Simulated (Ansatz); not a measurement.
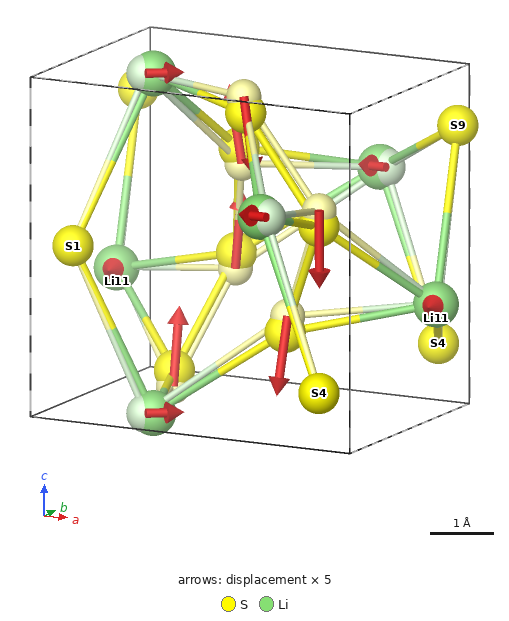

A relaxation of crystalline LiS₃ (set up in P3_221). The starting structure is drawn faded, the final one solid; red arrows show the displacements, 5 times their true length.

The picture is a ball-and-stick view of the cell of the calculation, seen slightly off an axis.

Case: 3 Li put on empty site 1 of 1 host cells, relaxed.

Level of theory: DFT PBE+D3(BJ), scalar-relativistic, plane waves, PAW in Ansatz. Set-up: plane-wave cutoff 420 eV; k-point mesh 6 × 6 × 6; occupations gaussian; smearing width 0.1 eV; no spin polarisation; cell and atoms relaxed; force threshold 0.025 eV/Å; at most 70 steps.

Which element moves most?

Sulfur: up to 0.26 Å, against 0.13 Å for lithium.

What happened in the run?

The energy falls by 9.0 meV per atom in 4 accepted moves (5 points after the start). The largest force component goes from 0.3 to 0.024 eV/Å. Pressure: −0.22 GPa at the start and 0.01 GPa at the end. At 1 point the geometry stayed and the basis and grid were re-selected for the new cell (energy shift of less than 0.05 meV per atom at most each time). The largest moves relative to the cell, 0.26 Å, are those of S atoms. By element the largest moves are S 0.26 Å, Li 0.13 Å. The drawn cell changes as follows: a = b 7.224 → 7.215 Å (−0.1 %), c 5.441 → 5.435 Å (−0.1 %); the volume changes by −0.3 %. Near-neighbour distances that change, for instance: Li–S 2.938 → 2.690 Å, Li–S 2.490 → 2.607 Å, Li–S 2.974 → 3.021 Å, S–S 2.176 → 2.154 Å. Bond angles that change, for instance: S–S–Li 78.8° → 71.2°, S–Li–S 129.9° → 135.3°, S–Li–S 98.0° → 94.4°. The space group stays P3_221 (No. 154). Cost: 120 s on 2 threads of Arm Neoverse V1 (shared host), peak memory 0.63 GiB.
